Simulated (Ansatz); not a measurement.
Consider LiH.

Input

```
crystal:
  lattice:
    - [3.2558279323, 0.0, 0.0]
    - [-1.6279139661, 2.8196296997, 0.0]
    - [0.0, 0.0, 4.0684430705]
  atoms:
    - { symbol: Li, position: [0.3333333333, 0.6666666667, -0.0625093483] }
    - { symbol: Li, position: [0.6666666667, 0.3333333333, 0.4374906517] }
    - { symbol: H, position: [0.3333333333, 0.6666666667, 0.4375093483] }
    - { symbol: H, position: [0.6666666667, 0.3333333333, 0.9375093483] }
kpoints:
  mp_grid: { grid: [6, 6, 4] }
hamiltonian:
  xc: lc_wpbe
scf:
  occupations: { method: fixed }
  n_extra_bands: 5
output:
  forces: true
  stress: true
  eigenvalues: true
  write_density: true
  write_potential: true
  elf: true
  volumetric_format: npy
```

Run with:

```sh
ansatz run input.yaml --threads 2 --pin off --max-ram 2211MiB --backend cpu --events-out ev --progress --plain --runs-dir out
```

Below, planes, directions and counts refer to the conventional cell (a = 3.26 Å, b = 3.26 Å, c = 4.07 Å, α = 90.00°, β = 90.00°, γ = 120.00°).

Space group P6₃/mmc; started from the wurtzite prototype, which need not be the ambient phase.

Method: DFT, LC-wPBE, plane waves, PAW (Ansatz 0.2.0).

**What will maps of the valence pseudo-density and electron localisation function show?**

Li–H (1.88 Å): the density is about 0.16 e/Å³ at the midpoint; the ELF climbs to about 1 towards the hydrogen (an ionic contact to a hydride ion).
Li–H (2.03 Å): the density is about 0.13 e/Å³ at the midpoint; the ELF climbs to about 1 towards the hydrogen: a hydride-like H with a filled shell, bound largely ionically.

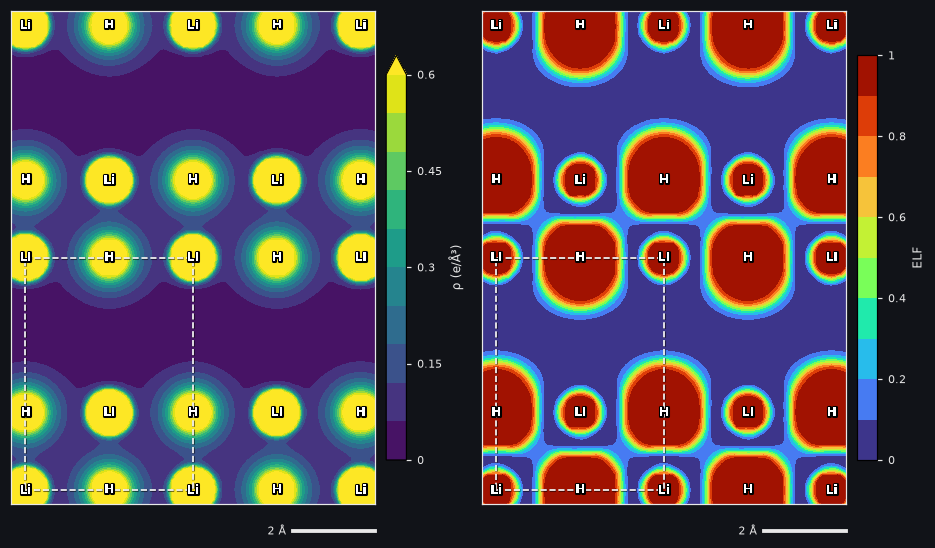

Computed valence pseudo-density and electron localisation function on the (110) plane of the conventional cell, in this order. 
